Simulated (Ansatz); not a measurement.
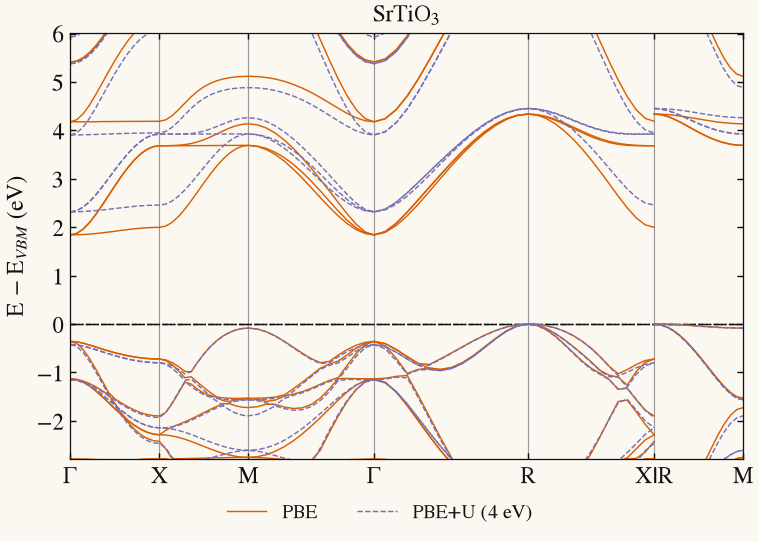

Band structures of SrTiO₃, space group Pm-3m, 5 atoms in the cell, by two methods on the same cell. Each is counted from its own valence-band top.

Q: How do the methods compare?

A: PBE gives a gap of 1.84 eV along the path and PBE+U (4 eV) gives a gap of 2.32 eV along the path. Over the top 3 filled bands the two differ by 0.03 eV on average.

Settings. PBE: DFT PBE, scalar-relativistic, plane waves, PAW, no spin polarisation, 8×8×8 k mesh, 420 eV cutoff (Ansatz). PBE+U (4 eV): DFT PBE+U, scalar-relativistic, plane waves, PAW, Ueff = 4 eV on Ti d, no spin polarisation, 8×8×8 k mesh, 420 eV cutoff, Gaussian smearing of 0.02 eV (Ansatz).
